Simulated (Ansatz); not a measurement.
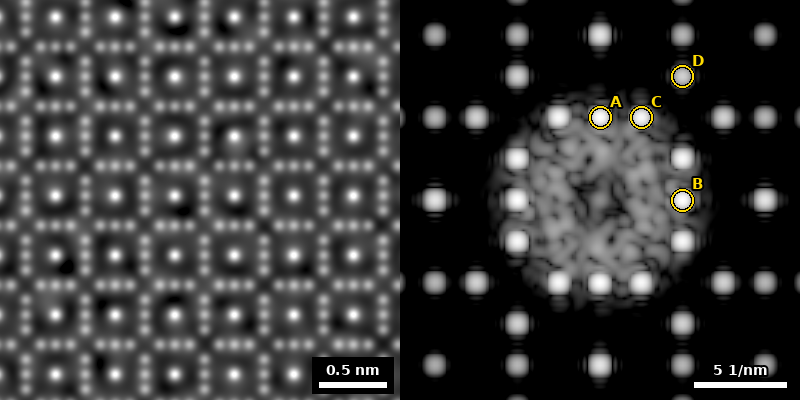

iDPC-like image of a crystal. Simulated as the projected potential of neutral atoms (B = 0.3 Å²) blurred by a 0.50 Å probe, the thin-sample limit of integrated differential phase contrast. The display is stretched by a gamma of 0.65; percentages refer to the linear signal. The speckle of an amorphous layer was added.

The right panel is the modulus of the image's Fourier transform on a logarithmic scale.

Q: Which lattice spacings do the marked spots stand for, and what angle do A and B enclose?

A: 2.2 Å, B: 2.2 Å, C: 2.0 Å, D: 1.2 Å; A and B enclose about 90°.

The crystal is Co (Pm-3n, No. 223) along [001]; the spots are (-2 0 0), (020), (-2 1 0) and (-3 2 0). Model: coordinates from a relaxation with DFT, PBE, plane waves (420 eV) with PAW, scalar-relativistic (Ansatz 0.2.0); the starting structure was generated, so it need not be a known form of this composition.
